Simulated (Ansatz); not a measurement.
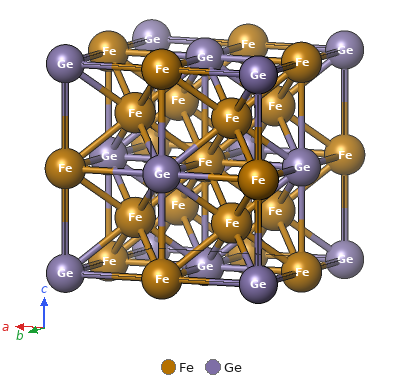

Ball-and-stick drawing of the structure, looking from a general direction. One conventional unit cell is framed, with atoms on its boundary repeated.

Fe3Ge, space group Fm-3m (No. 225), a = 5.75 Å, b = 5.75 Å, c = 5.75 Å, α = 90.00°, β = 90.00°, γ = 90.00°.

Run with DFT PBEsol, spin-orbit coupling, plane waves, PAW (Ansatz) and these settings: an energy cutoff of 420 eV, k-points about 0.19 Å⁻¹ apart, Gaussian smearing of 0.05 eV, spinor wavefunctions. The state is ferromagnetic, in a cell of 4 atoms.

### Predict the gap.

A metal: bands cross the Fermi level.

### State the hydrostatic pressure.

The computed pressure is -11.8 GPa (stretched: it would shrink).

The initial geometry was a structure listed in the Materials Project. Earlier steps of the study may have refined or changed the cell and positions. It went into a calculation with Ansatz.

At this level of theory the cell isn't at rest (stretched, at -12 GPa), so its distances can differ from those at equilibrium, the more so the softer the solid, and its magnetic state may change on relaxation.
